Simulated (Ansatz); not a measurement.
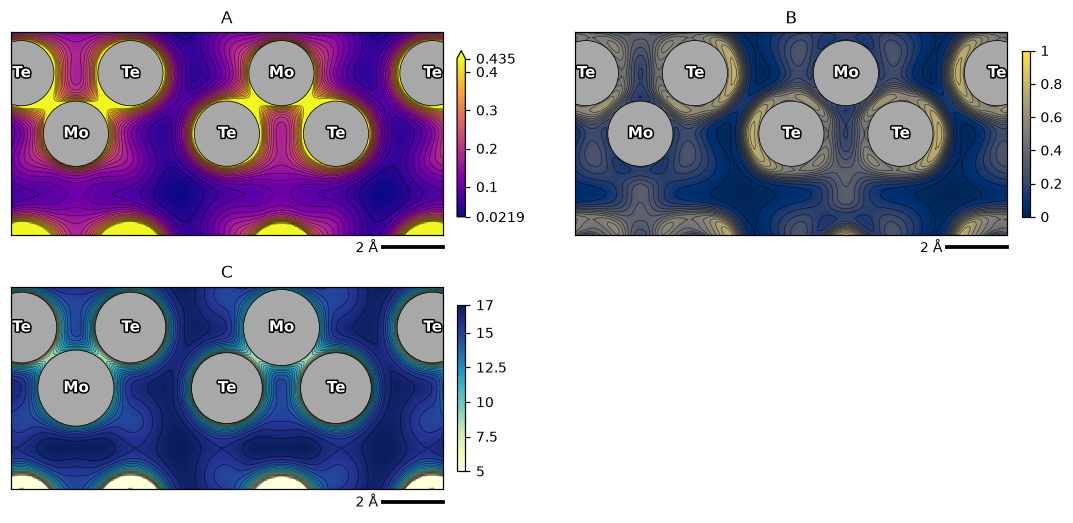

Te2Mo: 3 fields on the (110) plane of the conventional cell, with unlabelled colour scales. Grey discs cover the atomic cores.

Space group P6₃/mmc; started from the measured structure prototype, which need not be the ambient phase; computed without spin polarisation.

Method: DFT, PBE-D3(BJ), plane waves, PAW in Ansatz.

Question: Match the panels to the quantities (electron localisation function, electrostatic potential energy of an electron and valence pseudo-density).

Answer: Panel A: valence pseudo-density. Panel B: electron localisation function. Panel C: electrostatic potential energy of an electron (low next to the atoms, rising into the space between them). From the grid: Te–Mo (2.72 Å): ρ at the midpoint is about 0.45 e/Å³; the ELF is about 0.55 at the midpoint.
